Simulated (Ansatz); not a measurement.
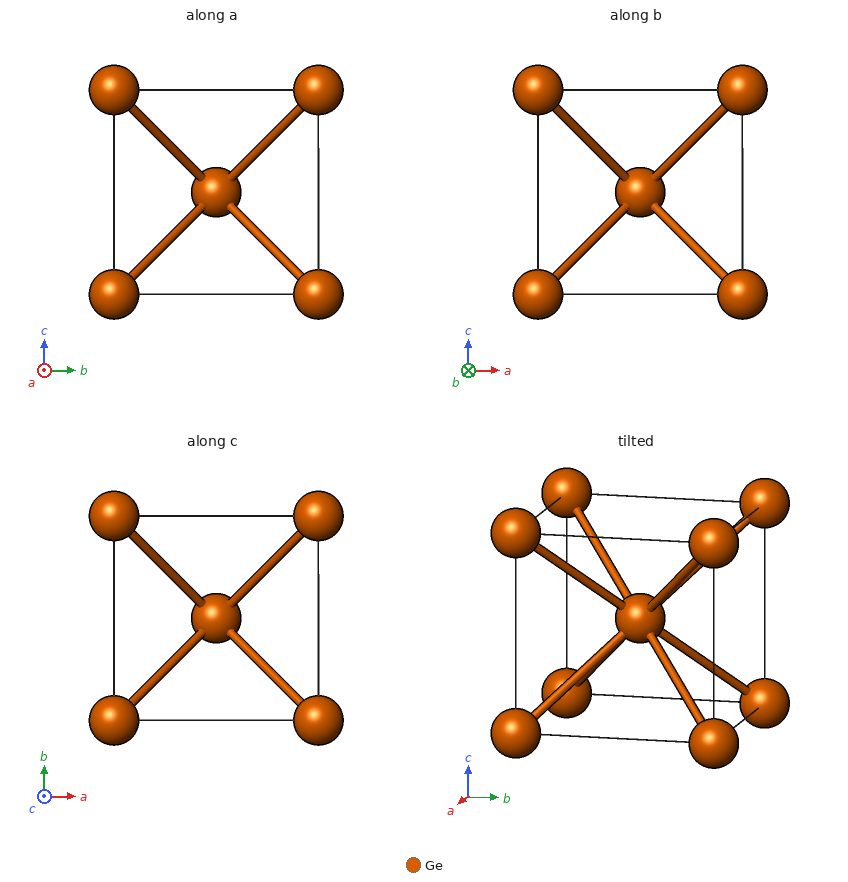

Crystal structure, ball-and-stick style, seen along the a axis, along the b axis, along the c axis and slightly off an axis. One conventional unit cell is framed, with atoms on its boundary repeated.

Lattice parameters: a = 3.6408 Å, b = 3.6408 Å, c = 3.6408 Å, α = 90.000°, β = 90.000°, γ = 90.000°.

Record the structure as a CIF in P1 with every atom of the cell.

Answer.
```cif
data_structure
_symmetry_space_group_name_H-M 'P 1'
_symmetry_Int_Tables_number 1
_cell_length_a 3.6408
_cell_length_b 3.6408
_cell_length_c 3.6408
_cell_angle_alpha 90.000
_cell_angle_beta 90.000
_cell_angle_gamma 90.000
_cell_volume 48.26
loop_
_atom_site_label
_atom_site_type_symbol
_atom_site_fract_x
_atom_site_fract_y
_atom_site_fract_z
_atom_site_occupancy
Ge1 Ge 0.0000 0.0000 0.0000 1
Ge2 Ge 0.5000 0.5000 0.5000 1
```

It goes back to a structure type filled with this element by a generator (whether the element takes this form wasn't checked). Earlier steps of the study may have refined or changed the cell and positions. A calculation with Ansatz used it as input.

At this level of theory the cell isn't at rest (stretched, at -4 GPa), so its distances can differ from those at equilibrium, the more so the softer the solid.
